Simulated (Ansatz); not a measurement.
Be₁₆H: several calculations on one system

### Relaxation

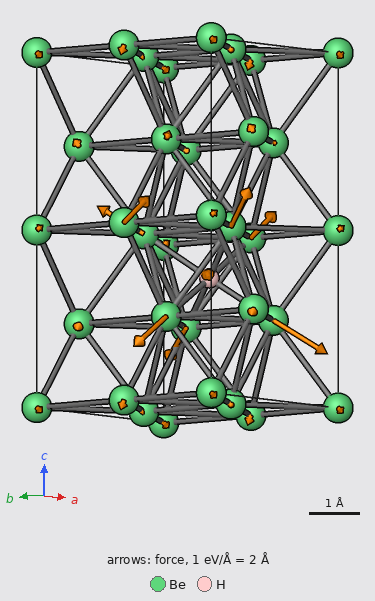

Starting geometry of a defect cell of composition Be16H with the computed forces as orange arrows. The picture is a ball-and-stick view of the cell of the calculation, reduced to other axes, seen from a free direction. Lengths and directions refer to the drawn axes.

It is an interstitial H in hcp Be. The run prepares the start of a later molecular dynamics calculation, from a guessed geometry.

The calculation used Ansatz 0.2.0, DFT PBE, scalar-relativistic, plane waves, PAW.

Input
```yaml
accuracy: low
crystal:
  lattice:
    - [-2.29, -3.966396, 0.0]
    - [3.435, -1.983198, 0.0]
    - [0.0, 0.0, 7.17686]
  atoms:
    - { symbol: Be, position: [0.75, 0.5, 0.0] }
    - { symbol: Be, position: [0.5, 0.3333333, 0.25] }
    - { symbol: Be, position: [0.75, 0.5, 0.5] }
    - { symbol: Be, position: [0.5, 0.3333333, 0.75] }
    - { symbol: Be, position: [0.5, 0.0, 0.0] }
    - { symbol: Be, position: [0.25, 0.8333333, 0.25] }
    - { symbol: Be, position: [0.5, 0.0, 0.5] }
    - { symbol: Be, position: [0.25, 0.8333333, 0.75] }
    - { symbol: Be, position: [0.25, 0.5, 0.0] }
    - { symbol: Be, position: [0.0, 0.3333333, 0.25] }
    - { symbol: Be, position: [0.25, 0.5, 0.5] }
    - { symbol: Be, position: [0.0, 0.3333333, 0.75] }
    - { symbol: Be, position: [0.0, 0.0, 0.0] }
    - { symbol: Be, position: [0.75, 0.8333333, 0.25] }
    - { symbol: Be, position: [0.0, 0.0, 0.5] }
    - { symbol: Be, position: [0.75, 0.8333333, 0.75] }
    - { symbol: H, position: [0.5095291, 0.6599621, 0.3710601] }
basis:
  ecutwfc: 420.0
kpoints:
  mp_grid: { grid: [4, 4, 3] }
hamiltonian:
  xc: pbe
scf:
  occupations: { method: fermi_dirac, width: 0.1 }
  lower_state_search: "off"
relax:
  f_tol: 0.08
  max_steps: 25
  adjacent_minimum: "off"
```

Launched with:
```bash
ansatz run input.yaml --threads 1 --pin off --max-ram 3072MiB --backend cpu --events-out ev --progress --plain --runs-dir out
```

**What follows when this structure is relaxed?**

It isn't relaxed: the largest force vector, on Be14, is 0.67 eV/Å. The atoms end up moving mostly along the starting forces (cosine between the two patterns 0.95). The energy falls by 99.9 meV per cell of the calculation in 2 geometry steps. Largest force component: 0.56 eV/Å at the start, 0.054 eV/Å at the end. The largest moves, 0.053 Å, are those of Be3, Be6, Be11 and Be14. Be14 goes along [1 −2 −1]. Largest moves by element: Be 0.053 Å, H 0.024 Å. The cell doesn't change. Near-neighbour distances that change, for instance: Be3–Be11 2.290 → 2.369 Å, Be3–Be11 (another image) 2.290 → 2.211 Å, Be2–Be11 2.229 → 2.299 Å, Be2–Be14 2.290 → 2.357 Å. The run took 21 s on 1 thread of Arm Neoverse V1, with other jobs on the host, peak memory 0.36 GiB.

Limits of the set-up: the k-point mesh is coarse for a cell with partly filled bands; the program's low-accuracy preset was used; the periodic images lie only 4.0 Å apart, so the values are limited by the cell's size.

### Dynamics

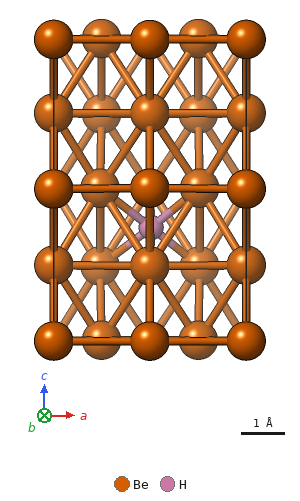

Starting frame of a dynamics run of Be with an interstitial H (17 atoms in the cell). Style: ball-and-stick. Shown: the simulation cell, along the b axis. Bonds to atoms that aren't drawn are left out.

Computed with Ansatz, DFT PBE, scalar-relativistic, plane waves, PAW.

The input:
```yaml
accuracy: low
crystal:
  lattice:
    - [-2.29, -3.966396, 0.0]
    - [3.435, -1.983198, 0.0]
    - [0.0, 0.0, 7.17686]
  atoms:
    - { symbol: Be, position: [0.75179023, 0.49889973, -0.00022717] }
    - { symbol: Be, position: [0.49981089, 0.32481376, 0.24610474] }
    - { symbol: Be, position: [0.75850175, 0.49465912, 0.50393222] }
    - { symbol: Be, position: [0.50013182, 0.33774607, 0.75302908] }
    - { symbol: Be, position: [0.50009441, -0.00449567, -0.00334492] }
    - { symbol: Be, position: [0.24123133, 0.83747225, 0.24596526] }
    - { symbol: Be, position: [0.49975971, 0.00881532, 0.50401875] }
    - { symbol: Be, position: [0.24885336, 0.83410965, 0.74969873] }
    - { symbol: Be, position: [0.24885496, 0.49882164, -0.00018368] }
    - { symbol: Be, position: [0.00097656, 0.32887625, 0.24854538] }
    - { symbol: Be, position: [0.24119785, 0.49560231, 0.50387969] }
    - { symbol: Be, position: [0.00032981, 0.32916667, 0.7528518] }
    - { symbol: Be, position: [0.00030967, 0.00297737, -0.00298107] }
    - { symbol: Be, position: [0.75843007, 0.83857322, 0.24590265] }
    - { symbol: Be, position: [0.00083901, 0.00346435, 0.50099725] }
    - { symbol: Be, position: [0.75178069, 0.83401934, 0.74970563] }
    - { symbol: H, position: [0.50663701, 0.66310712, 0.37316575] }
basis:
  ecutwfc: 420.0
kpoints:
  mp_grid: { grid: [4, 4, 3] }
hamiltonian:
  xc: pbe
scf:
  occupations: { method: fermi_dirac, width: 0.1 }
  lower_state_search: "off"
md:
  timestep: 0.5
  n_steps: 140
  ensemble: nvt_langevin
  temperature: 600.0
  initial_velocities: maxwell_boltzmann
  seed: 422788
  friction: 0.005
```

Command:
```bash
ansatz run input.yaml --threads 1 --pin off --max-ram 3072MiB --backend cpu --events-out ev --progress --plain --runs-dir out
```

Q: What does the trajectory do?

A: The mean temperature in the second half is 428 K (standard deviation 69 K). The potential energy in the second half lies on average 45.8 meV per atom above the first frame. In the second half of the run the atoms are, in the root-mean-square, this far from where they began (common drift taken out): H 0.14 Å, Be 0.12 Å. The run lasts only 70 fs, too short to tell vibration from diffusion.

Along the run (each row but the first and the last is the mean over the interval that it begins):

```tsv
time (fs)	potential energy (meV/atom)	T (K)
0.0	0.0	565
8.5	58.8	198
17.0	58.5	227
25.5	39.6	400
34.0	39.6	445
42.5	53.9	338
51.0	43.0	441
59.5	41.9	495
68.0	55.5	432
```

The paths of the atoms, magnified 2 times:

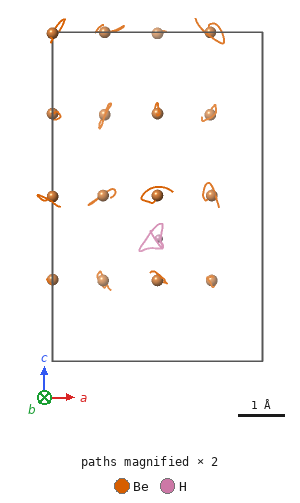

Limits of the set-up: the k-point mesh is coarse for a cell with partly filled bands; the program's low-accuracy preset was used; the periodic images lie only 4.0 Å apart, so the values are limited by the cell's size.

The run took 13 min on 1 thread of Arm Neoverse V1 (shared host), peak memory 0.41 GiB.

### Dynamics

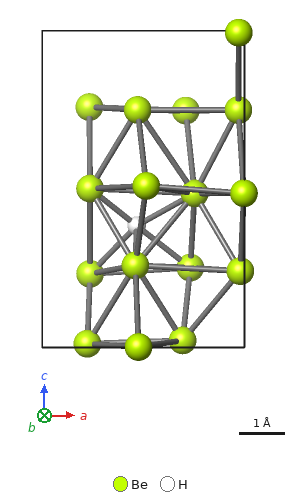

Starting frame of a dynamics run of Be with an interstitial H (17 atoms in the cell). It starts from the last geometry of an earlier run, with fresh velocities. A ball-and-stick model of the simulation cell, seen along the b axis. Bonds to atoms that aren't drawn are left out.

These are results of Ansatz 0.2.0, DFT PBE, scalar-relativistic, plane waves, PAW, not measurements.

The input:
```yaml
accuracy: low
crystal:
  lattice:
    - [-2.29, -3.966396, 0.0]
    - [3.435, -1.983198, 0.0]
    - [0.0, 0.0, 7.17686]
  atoms:
    - { symbol: Be, position: [0.6901992, 0.49726074, 0.01837725] }
    - { symbol: Be, position: [0.45673848, 0.34444534, 0.25503403] }
    - { symbol: Be, position: [0.74964465, 0.49702968, 0.48222514] }
    - { symbol: Be, position: [0.46778189, 0.3849144, 0.74566006] }
    - { symbol: Be, position: [0.47239214, 0.00430208, -0.00247518] }
    - { symbol: Be, position: [0.23279095, 0.83843376, 0.22852521] }
    - { symbol: Be, position: [0.51049925, 0.04015727, 0.50585215] }
    - { symbol: Be, position: [0.22916268, 0.89106257, 0.75475382] }
    - { symbol: Be, position: [0.21927654, 0.50015864, 0.00798563] }
    - { symbol: Be, position: [-0.02429793, 0.32851768, 0.23693907] }
    - { symbol: Be, position: [0.23265114, 0.51885855, 0.49758217] }
    - { symbol: Be, position: [-0.03398821, 0.38429546, 0.74516973] }
    - { symbol: Be, position: [-0.03213229, 0.01231838, -0.01064934] }
    - { symbol: Be, position: [0.72836748, 0.81103287, 0.24804615] }
    - { symbol: Be, position: [-0.00651253, 0.01984232, 0.48251121] }
    - { symbol: Be, position: [0.70600269, 0.88445548, 0.74341878] }
    - { symbol: H, position: [0.46295893, 0.66371029, 0.380396] }
basis:
  ecutwfc: 420.0
kpoints:
  mp_grid: { grid: [4, 4, 3] }
hamiltonian:
  xc: pbe
scf:
  occupations: { method: fermi_dirac, width: 0.1 }
  lower_state_search: "off"
md:
  timestep: 0.5
  n_steps: 240
  ensemble: nvt_langevin
  temperature: 840.0
  initial_velocities: maxwell_boltzmann
  seed: 559778
  friction: 0.01
```

Command:
```bash
ansatz run input.yaml --threads 1 --pin off --max-ram 3072MiB --backend cpu --events-out ev --progress --plain --runs-dir out
```

What does the trajectory do?

Answer. The mean temperature in the second half is 823 K (standard deviation 131 K). The potential energy in the second half lies on average 33.6 meV per atom above the first frame. Root-mean-square distances from the starting positions over the second half, with the common drift of all atoms taken out: H 0.88 Å, Be 0.21 Å. Against the typical shortest distance between atoms in the first frame, about 2.1 Å, the H atoms wander away from their sites and keep going, while the Be atoms only vibrate.

Along the run (each row but the first and the last is the mean over the interval that it begins):

```csv
time (fs),potential energy (meV/atom),T (K)
0.0,0.0,791
15.0,27.9,640
30.0,17.2,681
45.0,42.0,554
60.0,24.7,795
75.0,35.6,886
90.0,52.9,700
105.0,21.2,911
120.0,26.8,849
```

The paths of the atoms:

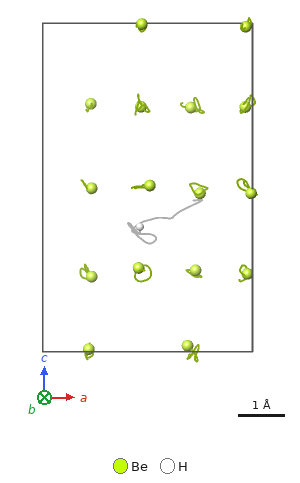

Limits of the set-up: the k-point mesh is coarse for a cell with partly filled bands; the program's low-accuracy preset was used; the periodic images lie only 4.0 Å apart, so the values are limited by the cell's size.
